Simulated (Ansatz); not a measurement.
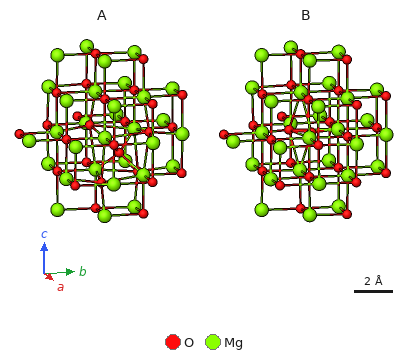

Two geometries of a defect cell of composition O33Mg32 (cell charge −2), drawn at one scale. One is the start of a relaxation, the other its converged end. Style: ball-and-stick. Shown: the atoms within 5.0 Å of the atom that moves most (axes of the cell of the calculation (origin shifted)), slightly off an axis.

Theory: Ansatz, DFT, PBEsol, PAW, plane waves. Settings: plane-wave cutoff 420 eV; k-point mesh 1 × 1 × 1; mesh shifted by (0.25, 0.25, 0.25); no spin polarisation; atoms relaxed in a fixed cell; force threshold 0.03 eV/Å; at most 80 steps.

### Which one is relaxed?

Structure A is the relaxed one. An O atom moves most: 1.28 Å along [1 1 −2]. By element the largest moves are O 1.28 Å, Mg 0.10 Å. The cell stays as it was. Among the contacts that change: Mg–O 2.227 → 3.537 Å, Mg–O 3.120 → 1.839 Å, O–O 1.423 → 2.289 Å, Mg–O 2.251 → 1.838 Å. New bonds form, among them: Mg–O (3.12 → 1.84 Å). Bonds break, among them: Mg–O (2.23 → 3.54 Å). Bond angles that change, for instance: O–Mg–O 162.5° → 125.4°, O–Mg–O 160.7° → 125.4°, O–Mg–O 90.2° → 125.2°. After 12 geometry steps the energy has fallen by 7.464 eV per cell of the calculation. The largest force component goes from 6.1 to 0.016 eV/Å. Cost: 11 s on 1 × NVIDIA GB300 Max-Q with 8 threads of Arm Neoverse-V2, peak memory 1.7 GiB.

Limits of the set-up: the periodic images lie only 8.4 Å apart, so the values are limited by the cell's size; the cell is charged, on a uniform background, and energies carry no finite-size correction.
